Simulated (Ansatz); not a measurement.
ZnO: geometry relaxation

ZnO (2 atoms in the cell), computed with DFT PBE, scalar-relativistic, plane waves, PAW, no spin polarisation (Ansatz 0.2.0).

The structure was made by a generator, so it may or may not be a known phase. Figures and captions count atoms from 1; the log counts them from 0 in places.

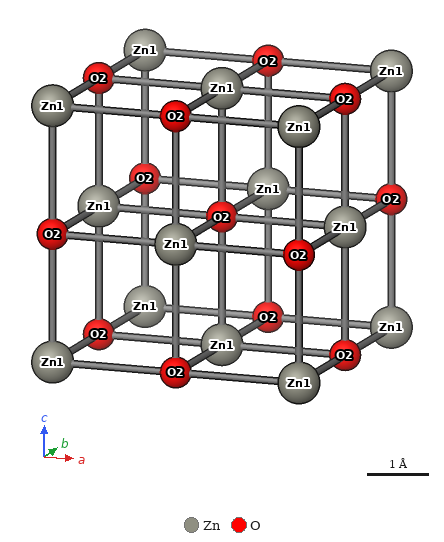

Fig. 1: The starting structure (ball-and-stick view of the cell 4 times as large as that of the calculation, set on its symmetry axes, seen slightly off an axis; atoms are numbered from 1 in the order of the input).

The input:
```yaml
crystal:
  lattice:
    - [0.0, 2.1648613428, 2.1648613428]
    - [2.1648613428, 0.0, 2.1648613428]
    - [2.1648613428, 2.1648613428, 0.0]
  atoms:
    - { symbol: Zn, position: [0.0, 0.0, 0.0] }
    - { symbol: O, position: [0.5, 0.5, 0.5] }
basis:
  ecutwfc: 420
kpoints:
  mp_grid: { grid: [12, 12, 12] }
hamiltonian:
  xc: pbe
scf:
  occupations: { method: gaussian, width: 0.02 }
output:
  forces: true
  stress: true
  eigenvalues: true
relax:
  adjacent_minimum: "off"
  f_tol: 0.01
  max_steps: 80
  cell: { stress_tol: 0.05 }
```

Machine: 1 thread of Arm Neoverse V2, 24 GiB of memory available, shared host.

Run as:
```bash
ansatz run input.yaml --threads 1 --pin off --max-ram 2560MiB --backend cpu --events-out ev --progress --plain --runs-dir out
```

The program's output:
```
Engine: ansatz 0.2.0, aarch64-unknown-linux-gnu
Pseudopotentials: kind: paw
Pseudopotential: Zn, paw, valence charge 12, recommended cutoff 420 eV (normal), Zn.paw.azcp
Pseudopotential: O, paw, valence charge 6, recommended cutoff 420 eV (normal), O.paw.azcp
Functional definition: PBE
  parameter kappa = 0.804
  parameter beta = 0.06672455060314922
  exchange = pbe_x(kappa = kappa, mu = beta*pi^2/3)
  correlation = pbe_c(beta = beta)
Crystal: 2 atoms, lattice volume = 20.292 Å³
Basis set: ecut = 420 eV, 411 PW (Γ), exchange–correlation on 48×48×48 points (8 copies of the dense FFT grid, shifted against one another)
Bands: 13, of which v1, the nominal top of the filled ones, is band 9 counted from 1 (8 counted from 0)
Symmetry: 48 space group operations
Space group: Fm-3m (ITA 225), of the structure as read, at distance tolerance 2.7e-5 Å
k-points: 72 of 1728
Non-local potential: Zn, projectors of the file, l = 0: 2, l = 1: 2, l = 2: 3, l = 3: 1
Non-local potential: O, projectors of the file, l = 0: 2, l = 1: 2, l = 2: 1
PAW form: soft (Blöchl's): semilocal exchange-correlation on the pseudo side does not see the compensation charge
PAW one-centre angular grid: Zn, 590 points (default); XC on 64 Gauss nodes
PAW one-centre angular grid: O, 110 points (default); XC on 64 Gauss nodes
Initial density: superposition of atomic densities (neutral atoms: chi_scale 0, normalization atom), corrected by the library's trained network
Initial wavefunctions: pseudopotential atomic-orbital guess
Functional: x = pbe(κ = 0.804, μ = 0.2195149727645171), c = pbe(β = 0.06672455060314922)
SCF iter   1: F=—  HF=-3886.540705 eV  |F-HF|=—  |Δ(HF+E_count)|=         —  Δρ=1.75e-3  dr2=2.76e-4  ethr=1.77e-3  ⟨swp⟩=5.1  Hψ=4961  notcnv=0
preconditioner: auto → none  [insulator: Δε(μ)=0.759 eV  Ē_g=15.685 eV  σ=0.020 eV  W_gap=1.00  n_scr=8 (ndim 8)  ℏωp=35.0 eV  f_vac=0.000  D(μ)=0.00/eV (n_scr^D=0)  ε∞_Penn≈6.0]
SCF iter   2: F=—  HF=-3886.541220 eV  |F-HF|=—  |Δ(HF+E_count)|=   5.15e-4  Δρ=4.66e-4  dr2=1.25e-5  ethr=1.53e-6  ⟨swp⟩=2.0  Hψ=2330  notcnv=0
SCF iter   3: F=—  HF=-3886.541224 eV  |F-HF|=—  |Δ(HF+E_count)|=   3.55e-6  Δρ=3.08e-4  dr2=6.59e-6  ethr=6.92e-8  ⟨swp⟩=2.0  Hψ=1523  notcnv=0
SCF iter   4: F=—  HF=-3886.541244 eV  |F-HF|=—  |Δ(HF+E_count)|=   2.03e-5  Δρ=6.55e-5  dr2=4.92e-7  ethr=3.66e-8  ⟨swp⟩=2.6  Hψ=1581  notcnv=0
iter 5 did not close the SCF: its close was put off for the readings that it lacked (scf_convergence_deferred on its scf_iter line)
SCF iter   5: F=-3886.541244 eV  HF=-3886.541244 eV  |F-HF|=5.23e-8  |Δ(HF+E_count)|=   3.25e-7  Δρ=2.19e-5  dr2=8.54e-8  ethr=2.74e-9  ⟨swp⟩=1.9  Hψ=1487  notcnv=0
SCF iter   6: F=-3886.541244 eV  HF=-3886.541244 eV  |F-HF|=1.45e-9  |Δ(HF+E_count)|=   8.27e-9  Δρ=3.56e-6  dr2=2.31e-9  ethr=4.74e-10  ⟨swp⟩=2.1  Hψ=3292  notcnv=0
SCF 1 converged in 6 iterations: F = -3886.541244 eV  dr2 = 2.31e-9
  greatest PAW one-centre occupation: 0.992 electrons in one spin orbital (limit 2), on the Zn atom at site 0 (counted from 0), in its partial waves of l = 2
relax step   1: F+E_penalty+E_count = -3886.54124420 eV  Δ(F+E_penalty+E_count) = +0.000e0 eV  max|allowed force component| = 6.574e-30 eV/Å  Δτ_max = 0.0000 Å  P = +0.032 GPa  Ω = 20.292 Å³  (6 SCF iters, dr2 threshold 1.00e-7 eV, accepted)
Initial density: handed on by an earlier stage of this run
Initial wavefunctions: pseudopotential atomic-orbital guess (no wavefunctions were taken with the density)
iter 1 solved again at ethr=3.47e-8 eV; its pass at ethr=3.10e-3 eV (dr2=6.24e-6 eV) is discarded
SCF iter   1: F=—  HF=-3886.541244 eV  |F-HF|=—  |Δ(HF+E_count)|=         —  Δρ=3.45e-6  dr2=2.23e-9  ethr=3.47e-8  ⟨swp⟩=3.0  Hψ=7794  notcnv=0
preconditioner: auto → none  [insulator: Δε(μ)=0.752 eV  Ē_g=15.671 eV  σ=0.020 eV  W_gap=1.00  n_scr=8 (ndim 8)  ℏωp=35.0 eV  f_vac=0.000  D(μ)=0.00/eV (n_scr^D=0)  ε∞_Penn≈6.0]
SCF iter   2: F=—  HF=-3886.541244 eV  |F-HF|=—  |Δ(HF+E_count)|=   6.89e-7  Δρ=1.50e-6  dr2=4.08e-10  ethr=1.24e-11  ⟨swp⟩=2.2  Hψ=1574  notcnv=0
SCF iter   3: F=—  HF=-3886.541244 eV  |F-HF|=—  |Δ(HF+E_count)|=  7.73e-12  Δρ=6.41e-7  dr2=4.12e-11  ethr=2.27e-12  ⟨swp⟩=2.1  Hψ=1388  notcnv=0
iter 4 did not close the SCF: its close was put off for the readings that it lacked (scf_convergence_deferred on its scf_iter line)
SCF iter   4: F=-3886.541244 eV  HF=-3886.541244 eV  |F-HF|=9.09e-13  |Δ(HF+E_count)|=  2.41e-11  Δρ=9.82e-8  dr2=1.08e-12  ethr=1.00e-12  ⟨swp⟩=2.2  Hψ=1364  notcnv=0
iter 5 did not close the SCF: its close was put off for the readings that it lacked (scf_convergence_deferred on its scf_iter line)
SCF iter   5: F=-3886.541244 eV  HF=-3886.541244 eV  |F-HF|=9.09e-13  |Δ(HF+E_count)|=    0.00e0  Δρ=3.05e-8  dr2=5.87e-14  ethr=1.00e-12  ⟨swp⟩=1.0  Hψ=936  notcnv=0
iter 6 did not close the SCF: its close was put off for the readings that it lacked (scf_convergence_deferred on its scf_iter line)
SCF iter   6: F=-3886.541244 eV  HF=-3886.541244 eV  |F-HF|=1.36e-12  |Δ(HF+E_count)|=  4.55e-13  Δρ=4.21e-9  dr2=1.00e-15  ethr=1.00e-12  ⟨swp⟩=1.0  Hψ=936  notcnv=0
iter 7 did not close the SCF: its close was put off for the readings that it lacked (scf_convergence_deferred on its scf_iter line)
SCF iter   7: F=-3886.541244 eV  HF=-3886.541244 eV  |F-HF|=9.09e-13  |Δ(HF+E_count)|=  4.55e-13  Δρ=7.67e-10  dr2=5.16e-17  ethr=1.00e-12  ⟨swp⟩=1.0  Hψ=936  notcnv=0
SCF iter   8: F=-3886.541244 eV  HF=-3886.541244 eV  |F-HF|=4.55e-13  |Δ(HF+E_count)|=  9.09e-13  Δρ=5.42e-11  dr2=1.92e-19  ethr=1.00e-12  ⟨swp⟩=1.8  Hψ=2428  notcnv=0
SCF 2 converged in 8 iterations: F = -3886.541244 eV  dr2 = 1.92e-19
relax step   2: F+E_penalty+E_count = -3886.54124420 eV  Δ(F+E_penalty+E_count) = -1.108e-9 eV  max|allowed force component| = 1.106e-29 eV/Å  Δτ_max = 0.0000 Å  P = +0.032 GPa  Ω = 20.292 Å³  stress off target by 3.17e-2 GPa  SCF on the basis re-selected at this cell (its energy is not comparable with the rows above)  (8 SCF iters)
```

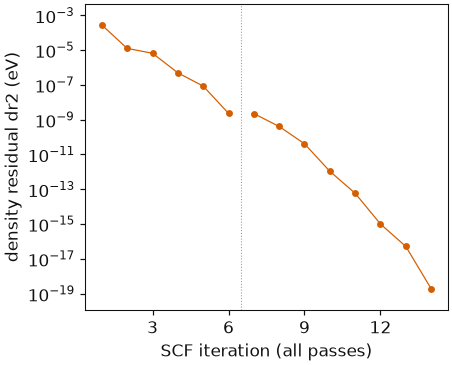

Fig. 2: Convergence of the self-consistent field: density residual dr2 against the SCF iteration. The dotted lines part the SCF passes of the relaxation: geometry steps, rejected trials and re-solves on a re-selected basis. The passes take 6 and 8 iterations.

```
basis re-selected at this cell: Δ(F+E_penalty+E_count) = -1.108e-9 eV, ΔP = -0.000 GPa vs the last step (what re-selecting the basis moved, of the pressure what is left beyond the Pulay correction that the steps carried, after the strain that the cell walked since its last selection, with what the two solves' SCF thresholds leave and, on support functions, any second-order correction that the steps lacked; it is no measure of the basis error at this ecutwfc). This SCF's stress stands 3.17e-2 GPa from its target on what of the cell is left free (relax.cell.stress_tol is 5.00e-2 GPa) and its largest allowed force component is 1.11e-29 eV/Å (relax.f_tol is 1.00e-2 eV/Å): within both
SCF converged after 8 iterations
Free energy (F): -3886.541244 eV
Harris-Foulkes:  -3886.541244 eV  (|F-HF|=4.55e-13)
Internal energy: -3886.541244 eV  (E = F + TS)
E sigma→0 (E₀):  -3886.541244 eV
Fermi energy:    9.817675 eV
--- Per-component energies (eV) ---
  E_band       = 71.973349
  E_kinetic    = 305.614432
  E_local      = -1737.784694  (includes V_loc(G=0)·N_el)
  E_nonlocal   = 669.548199
  E_hartree    = 711.498485
  E_xc         = -209.702248
  E_vxc        = -144.665165  (∫ρ·V_xc dr)
  E_paw        = -1992.439151  (= ΣΔE_a)
  E_vpaw       = -443.738446  (= ΣTr[D̂ρ^β])
  E_aug_tail   = 0.002054  (compensation charges beyond the density's cutoff)
  E_ewald      = -1633.278321
  E_smearing   = -0.000000  (= −TS)
  E_closure    = 0.000000  (closes the sum)
  Σ components = -3886.541244   (vs F -3886.541244, Δ=0.00e0)
--- Forces (eV/Å), atoms counted from 1 ---
  atom   1  Zn    -0.00000000     0.00000000    -0.00000000
  atom   2  O      0.00000000    -0.00000000    -0.00000000
  max |Σ_I F_I| component: 2.00e-29 eV/Å
--- Stress (GPa, compression-positive) ---
        0.031723      -0.000000      -0.000000
       -0.000000       0.031723       0.000000
       -0.000000       0.000000       0.031723
  P = ⅓ Tr σ = 0.0317 GPa (0.317 kbar)
--- Band table (eV; the first three rows and the last of 72) ---
  k-point 0: bands = ["-8.8183", "4.6081", "4.6081", "4.6081", "4.8054", "4.8054", "8.1987", "8.1987", "8.1987", "10.1930", "27.1584", "27.1584", "27.1584"]
  k-point 1: bands = ["-8.7463", "4.5631", "4.6074", "4.6074", "4.7417", "4.7417", "7.5413", "8.2995", "8.2995", "10.9170", "24.8411", "26.5950", "26.5950"]
  k-point 2: bands = ["-8.5424", "4.3602", "4.4584", "4.4584", "4.7360", "4.7360", "6.5876", "8.5539", "8.5539", "12.1273", "22.5551", "25.3496", "25.3496"]
  k-point 71: bands = ["-7.3544", "3.9440", "4.0336", "4.0336", "5.1007", "5.2793", "6.1304", "6.1304", "7.3724", "16.0839", "19.7780", "19.7780", "21.2756"]
--- Relaxed structure (1 steps of the walk, 1 accepted, 1 SCFs on fresh bases) ---
  F+E_penalty+E_count = -3886.54124420 eV   max|allowed force component| = 1.106e-29 eV/Å   (the final SCF, on the basis selected at the relaxed cell)
  cell:  # Å, volume = 20.2918 Å³
    - [0.0, 2.1648613428, 2.1648613428]
    - [2.1648613428, 0.0, 2.1648613428]
    - [2.1648613428, 2.1648613428, 0.0]
  atoms:
    - { symbol: Zn, position: [0.0, 0.0, 0.0] }
    - { symbol: O, position: [0.5, 0.5, 0.5] }
```

Trajectory as extended XYZ (Å, eV, eV/Å), 2 frames, from step=1 to step=2:
```
2
Lattice="0.0000 2.1649 2.1649 2.1649 0.0000 2.1649 2.1649 2.1649 0.0000" Properties=species:S:1:pos:R:3:forces:R:3 step=1 energy=-3886.54124 pressure_GPa=0.03
Zn    0.0000    0.0000    0.0000    0.0000   0.0000   0.0000
O     2.1649    2.1649    2.1649    0.0000   0.0000   0.0000
2
Lattice="0.0000 2.1649 2.1649 2.1649 0.0000 2.1649 2.1649 2.1649 0.0000" Properties=species:S:1:pos:R:3:forces:R:3 step=2 energy=-3886.54124 pressure_GPa=0.03
Zn    0.0000    0.0000    0.0000    0.0000   0.0000   0.0000
O     2.1649    2.1649    2.1649    0.0000   0.0000   0.0000
```

Key numbers:

```json
{"quantity": "outcome", "value": "converged"}
{"quantity": "space group (tolerance 0.01 Å)", "value": "Fm-3m (225)"}
{"quantity": "electrons treated", "value": "18"}
{"quantity": "free energy", "value": "−3886.5412 eV"}
{"quantity": "Fermi energy", "value": "9.818 eV"}
{"quantity": "gap on the k-point mesh", "value": "0.75 eV"}
{"quantity": "pressure", "value": "0.03 GPa"}
{"quantity": "final volume", "value": "20.29 Å³"}
{"quantity": "largest force (length of the vector) at the end", "value": "under 0.001 eV/Å"}
{"quantity": "final cell", "value": "a = 3.062 Å, b = 3.062 Å, c = 3.062 Å, α = 60.00°, β = 60.00°, γ = 60.00°"}
{"quantity": "wall time", "value": "2.8 s"}
{"quantity": "peak memory", "value": "0.29 GiB"}
```
